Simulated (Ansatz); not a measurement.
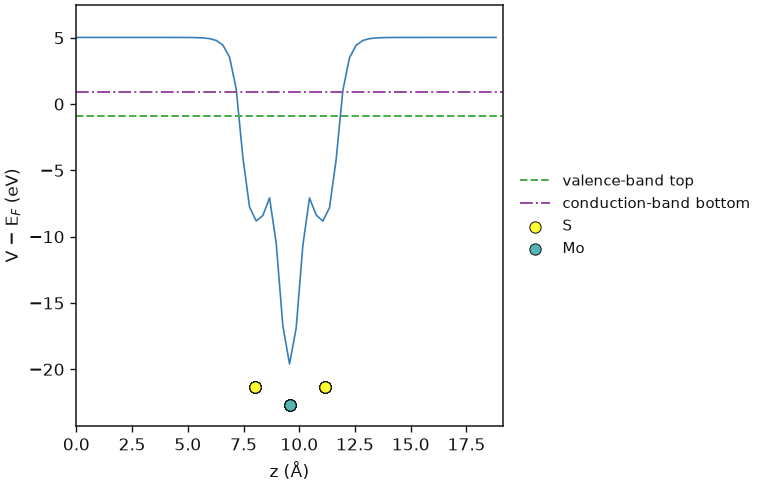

Plane-averaged electrostatic potential energy of an electron across the slab; circles at the bottom mark the heights of the atoms (positions after relaxation).

System: a (001) slab cut from MoS2 (R3m), ended by S planes, 27 atoms in the cell.

Level of theory: DFT PBE+D3(BJ), scalar-relativistic, plane waves, PAW, no spin polarisation, 2×2×1 k mesh, 420 eV cutoff; code Ansatz 0.2.0.

### What are the ionisation potential and the electron affinity of the slab?

From the vacuum level at the right face the ionisation potential is 5.92 eV and the electron affinity 4.14 eV; the left face gives the same. The slab's gap, their difference before rounding, is 1.78 eV. The two vacuum levels agree, so the slab has no net dipole along its normal.

### How thick are slab and vacuum?

The outermost atoms are 3.1 Å apart, which leaves 16.0 Å of vacuum in a cell 19.1 Å high.
